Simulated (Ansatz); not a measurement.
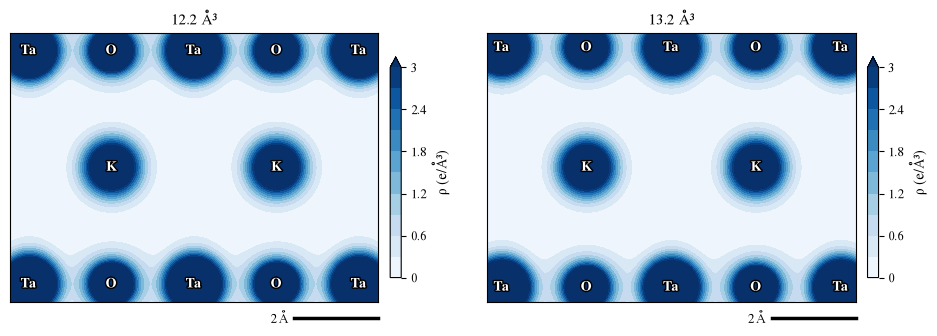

KTaO$_{3}$. The valence pseudo-density of cells scaled evenly to different volumes (given per atom above each panel), on the (101) plane of each (indices in the axes of the cell below), at one length scale and on one colour scale.

Level of theory: Ansatz 0.2.0, Kohn-Sham DFT of a periodic cell, r2SCAN with D4, Ansatz PAW.

In a PAW calculation such maps are meaningful between the atoms, not at the nuclei.

The largest cell:

```cif
data_structure
_symmetry_space_group_name_H-M 'P 1'
_symmetry_Int_Tables_number 1
_cell_length_a 4.0408
_cell_length_b 4.0408
_cell_length_c 4.0408
_cell_angle_alpha 90.000
_cell_angle_beta 90.000
_cell_angle_gamma 90.000
_cell_volume 65.98
loop_
_atom_site_label
_atom_site_type_symbol
_atom_site_fract_x
_atom_site_fract_y
_atom_site_fract_z
_atom_site_occupancy
Ta1 Ta 0.00000 0.00000 0.00000 1
K1 K 0.50000 0.50000 0.50000 1
O1 O 0.00000 0.00000 0.50000 1
O2 O 0.00000 0.50000 0.00000 1
O3 O 0.50000 0.00000 0.00000 1
```

| volume (Å³/atom) | Ta–O contact in the plane (Å) | ρ at its midpoint (e/Å³) | pressure (GPa) | gap on the mesh (eV) | 
| --- | --- | --- | --- | --- |
| 12.18 | 1.967 | 0.924 | 8.8 | 2.80 | 
| 12.43 | 1.981 | ? | ? | ? | 
| 13.20 | 2.020 | 0.804 | −8.0 | 2.58 | 

> Estimate the missing row, and compare with the calculation.

Over the known rows ln ρ falls by 2.62 per Å of Ta–O distance (the line through the two), which gives 0.891 e/Å³ at 1.981 Å; the calculation gives 0.893 e/Å³. For the pressure, a straight line in volume between the neighbouring rows gives 4.7 GPa; the calculation gives 3.9, lower because pressure rises ever faster on compression. For the gap on the mesh, a straight line in volume between the neighbouring rows gives 2.75 eV; the calculation gives 2.74.
